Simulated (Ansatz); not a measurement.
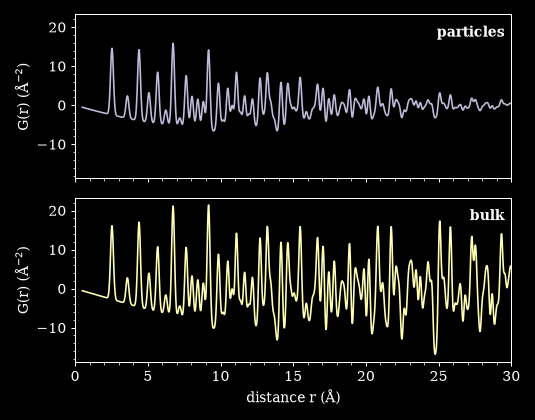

Simulated X-ray pair distribution function, G(r) = R(r)/r − 4πρ₀r, summed over the atomic distances of the structure with each pair weighted by the product of the atomic numbers (X-ray weights at Q = 0); every distance is a Gaussian of σ = 0.10 Å, for spherical particles of Cr with the bulk structure: the bulk G(r) is multiplied by the envelope of a sphere of diameter D, 1 − 3r/2D + r³/2D³, with no surface relaxation. The number density is 0.0858 atoms per Å³. Basis of the simulation: the input geometry of an electronic-structure calculation (not necessarily at equilibrium); the starting structure was generated, so it need not be a known form of this composition.

How large are the particles?

Answer. About 40 Å: the amplitude is half of the bulk value at r ≈ 13.9 Å.

Roughly how many atoms does one particle hold?

Answer. About 2900 (number density 0.0858 Å⁻³ times πD³/6).
